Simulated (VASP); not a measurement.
## Two runs on Si

System: Si (4 atoms in the cell).
Method of run A: Kohn-Sham DFT of a periodic cell, PBE, VASP PAW PBE potentials, recommended, no spin polarisation (VASP 6.6.1).

The structure derives from a Materials Project entry. 

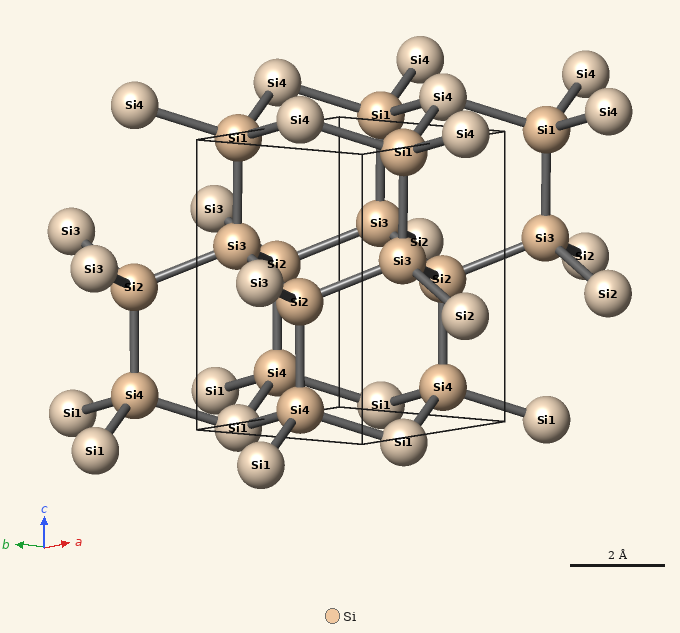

Fig. 1: The input geometry (ball-and-stick view of the cell of the calculation, repeated 2 × 2 × 1, seen at an oblique angle; neighbours outside the cell are drawn fainter; atoms are numbered from 1 in the order of the input).

**INCAR, run A**
```
ADDGRID  = False        
ALGO     = Normal         # electronic algorithm
EDIFF    = 1E-8           # SCF threshold, eV
ENCUT    = 900            # plane-wave cutoff, eV
GGA      = PE             # functional
ISIF     = 2              # what is computed and relaxed
ISMEAR   = 0              # smearing method
LASPH    = True           # aspherical terms in the spheres
LCHARG   = False          # write CHGCAR
LREAL    = False          # projectors in reciprocal space
LWAVE    = False          # write WAVECAR
NBANDS   = 16             # bands
NELM     = 100            # most SCF steps
PREC     = Accurate       # precision mode
SIGMA    = 0.02           # smearing width, eV
```

**KPOINTS, run A**
```
k-points
0
Gamma
  8 8 5
```

**POSCAR, run A**
```
Si
1.0
    3.8313174605      0.0000000000      0.0000000000
   -1.9156587303      3.3180182508      0.0000000000
    0.0000000000      0.0000000000      6.3326220002
Si
4
Direct
    0.6655130000      0.3227030000      0.9380340000
    0.3547120000      0.6831860000      0.4293900000
    0.6599490000      0.3251260000      0.5656880000
    0.3139780000      0.6447660000      0.0617650000
```

Command:
```bash
cat potpaw_PBE.64/Si/POTCAR > POTCAR
mpirun -np 1 vasp_std > vasp.out
```

Hardware: 1 thread of Intel Xeon (Sapphire Rapids), 64 GiB of memory available, shared host.

**OSZICAR and lines of OUTCAR (run A)**
```
N       E                     dE             d eps       ncg     rms          rms(c)
DAV:   1     0.406827673352E+02    0.40683E+02   -0.82849E+03  5184   0.127E+03
DAV:   2    -0.191951450338E+02   -0.59878E+02   -0.53916E+02  6944   0.145E+02
DAV:   3    -0.218662706670E+02   -0.26711E+01   -0.26363E+01  7208   0.283E+01
DAV:   4    -0.219002039086E+02   -0.33933E-01   -0.33922E-01  6208   0.383E+00
DAV:   5    -0.219007533672E+02   -0.54946E-03   -0.54939E-03  7424   0.487E-01    0.687E+00
DAV:   6    -0.216483818710E+02    0.25237E+00   -0.10198E-01  6064   0.153E+00    0.418E+00
DAV:   7    -0.215327374208E+02    0.11564E+00   -0.21592E-01  6512   0.232E+00    0.250E-01
DAV:   8    -0.215349557477E+02   -0.22183E-02   -0.15446E-02  6304   0.646E-01    0.121E-01
DAV:   9    -0.215354549252E+02   -0.49918E-03   -0.60451E-04  7120   0.145E-01    0.830E-02
DAV:  10    -0.215356030871E+02   -0.14816E-03   -0.12150E-04  5968   0.562E-02    0.166E-02
DAV:  11    -0.215356252826E+02   -0.22195E-04   -0.23481E-05  6744   0.272E-02    0.890E-03
DAV:  12    -0.215356271610E+02   -0.18784E-05   -0.16330E-06  6512   0.721E-03    0.313E-03
DAV:  13    -0.215356272254E+02   -0.64374E-07   -0.53401E-07  6424   0.374E-03    0.114E-03
DAV:  14    -0.215356272804E+02   -0.55038E-07   -0.41587E-08  6840   0.124E-03    0.468E-04
DAV:  15    -0.215356273082E+02   -0.27763E-07   -0.84562E-09  5264   0.499E-04    0.179E-04
DAV:  16    -0.215356273112E+02   -0.30348E-08   -0.78151E-10  3552   0.181E-04
   1 F= -.21535627E+02 E0= -.21535627E+02  d E =-.786042E-07
[... from OUTCAR:]
  free energy    TOTEN  =       -21.53562731 eV
  energy without entropy =      -21.53562723  energy(sigma->0) =      -21.53562727
 E-fermi :   6.3867     XC(G=0):  -9.3868     alpha+bet :-11.9174
  free  energy   TOTEN  =       -21.5356273112 eV
  energy  without entropy=      -21.5356272326  energy(sigma->0) =      -21.53562727
```

For run B the input was changed thus:
```diff
-EDIFF    = 1E-8           # SCF threshold, eV
-ENCUT    = 900            # plane-wave cutoff, eV
+EDIFF    = 1E-6           # SCF threshold, eV
+ENCUT    = 220            # plane-wave cutoff, eV
-SIGMA    = 0.02           # smearing width, eV
+SIGMA    = 0.05           # smearing width, eV
-  8 8 5
+  4 4 2
```

What does this change do to the results?

The free energy of run B is 62.6 meV per atom higher, the joint effect of these numerical settings, which can't be told apart here. The pressure goes from 1.56 to 1.79 GPa. The largest force goes from 1.361 to 1.404 eV/Å. The SCF takes 14 iterations against 16. The irreducible k-points go from 162 to 20. The plane waves at Γ go from 4975.0 to 604.0. On the same kind of shared host run B took about 0.019 times as long.

**OSZICAR and lines of OUTCAR (run B)**
```
N       E                     dE             d eps       ncg     rms          rms(c)
DAV:   1     0.907641708167E+01    0.90764E+01   -0.34371E+03   640   0.409E+02
DAV:   2    -0.206804352421E+02   -0.29757E+02   -0.26670E+02   944   0.866E+01
DAV:   3    -0.216607379807E+02   -0.98030E+00   -0.97473E+00   736   0.149E+01
DAV:   4    -0.216688285807E+02   -0.80906E-02   -0.80882E-02   864   0.177E+00
DAV:   5    -0.216689292175E+02   -0.10064E-03   -0.10064E-03   768   0.172E-01    0.817E+00
DAV:   6    -0.214032795696E+02    0.26565E+00   -0.10645E-01   768   0.153E+00    0.501E+00
DAV:   7    -0.212826275433E+02    0.12065E+00   -0.23284E-01   752   0.237E+00    0.266E-01
DAV:   8    -0.212845632010E+02   -0.19357E-02   -0.16036E-02   800   0.633E-01    0.136E-01
DAV:   9    -0.212850252969E+02   -0.46210E-03   -0.51973E-04   768   0.129E-01    0.890E-02
DAV:  10    -0.212852961407E+02   -0.27084E-03   -0.21247E-04   776   0.811E-02    0.225E-02
DAV:  11    -0.212853504666E+02   -0.54326E-04   -0.72292E-05   744   0.453E-02    0.110E-02
DAV:  12    -0.212853522885E+02   -0.18219E-05   -0.22436E-06   832   0.893E-03    0.451E-03
DAV:  13    -0.212853533137E+02   -0.10252E-05   -0.21609E-06   728   0.776E-03    0.197E-03
DAV:  14    -0.212853534003E+02   -0.86692E-07   -0.99741E-08   416   0.173E-03
   1 F= -.21285353E+02 E0= -.21284943E+02  d E =-.820509E-03
[... from OUTCAR:]
  free energy    TOTEN  =       -21.28535340 eV
  energy without entropy =      -21.28453289  energy(sigma->0) =      -21.28494315
 E-fermi :   6.4187     XC(G=0):  -9.3757     alpha+bet :-11.9174
  free  energy   TOTEN  =       -21.2853534003 eV
  energy  without entropy=      -21.2845328915  energy(sigma->0) =      -21.28494315
```

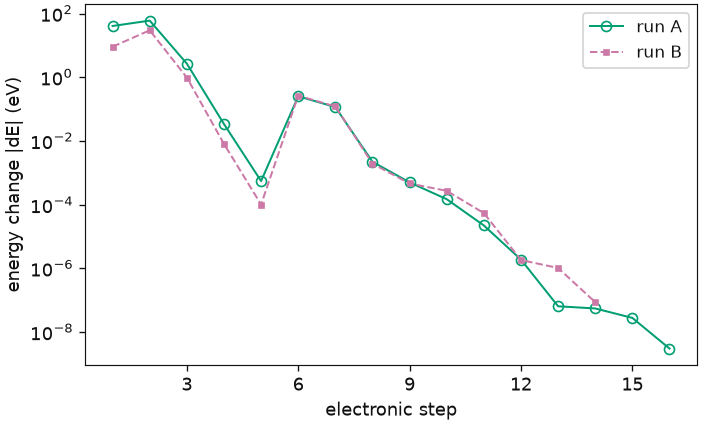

Fig. 2: Convergence of the two runs: energy change |dE| against the electronic step. Run A takes 16 steps in all, and run B takes 14.

**The two runs side by side**

| quantity | run A | run B |
| --- | --- | --- |
| outcome | converged | converged |
| free energy per atom (eV) | −5.3839 | −5.3213 |
| gap on the mesh (eV) | 0.10 | 0.10 |
| pressure (GPa) | 1.56 | 1.79 |
| largest force (eV/Å) | 1.361 | 1.404 |
| SCF iterations | 16 | 14 |
| irreducible k-points | 162 | 20 |
| plane waves at Γ | 4975 | 604 |

For run B: The settings depart from the standard set-up of this series, which can bear on the numbers.
